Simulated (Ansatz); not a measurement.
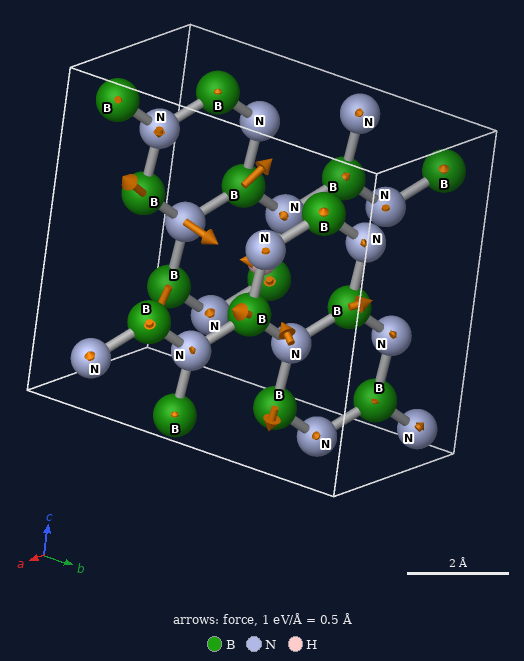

Starting geometry of a defect cell of composition B12HN12 (cell charge +1) with the computed forces as orange arrows. A ball-and-stick model of the cell of the calculation (origin shifted), seen slightly off an axis.

Case: H interstitial, charge +1, atoms relaxed.

All numbers below come from DFT PBE+D3(BJ), scalar-relativistic, plane waves, PAW in Ansatz 0.2.0. Set-up: plane-wave cutoff 420 eV; k-point mesh 2 × 2 × 2; occupations gaussian; smearing width 0.02 eV; mesh shifted by (0.5, 0.5, 0.5); no spin polarisation; atoms relaxed in a fixed cell; force threshold 0.02 eV/Å; at most 60 steps.

Q: Is this structure relaxed? If not, where do the atoms go?

A: It isn't relaxed: the largest force vector, on a B atom, is 1.86 eV/Å. The final displacements follow the starting forces only in part (cosine between the two patterns 0.36). After 7 accepted moves (9 points after the start) the energy has fallen by 2.298 eV per cell of the calculation. Largest force component: 1.6 eV/Å at the start, 0.0097 eV/Å at the end. The line search rejected the trial step at point 4 of the run. 1 step only repeated the SCF at the same geometry. The largest move is that of the H atom, 0.85 Å along [1 −3 0]. Largest moves by element: H 0.85 Å, N 0.29 Å, B 0.10 Å. The lattice vectors keep their values. Some distances before and after: H–N 1.804 → 1.048 Å, B–N 1.447 → 1.528 Å, B–N 1.447 → 1.419 Å, B–N 1.447 → 1.442 Å. New bonds form: H–N (1.80 → 1.05 Å). Among the angles between lasting bonds that change: N–B–N 119.9° → 123.7°, B–N–B 120.1° → 117.2°, N–B–N 120.1° → 118.0°. The run took 21 s on 4 threads of Arm Neoverse V2 (shared host), peak memory 0.59 GiB.

Limits of the set-up: the periodic images lie only 6.6 Å apart, so the values are limited by the cell's size; the cell is charged, on a uniform background, and energies carry no finite-size correction.
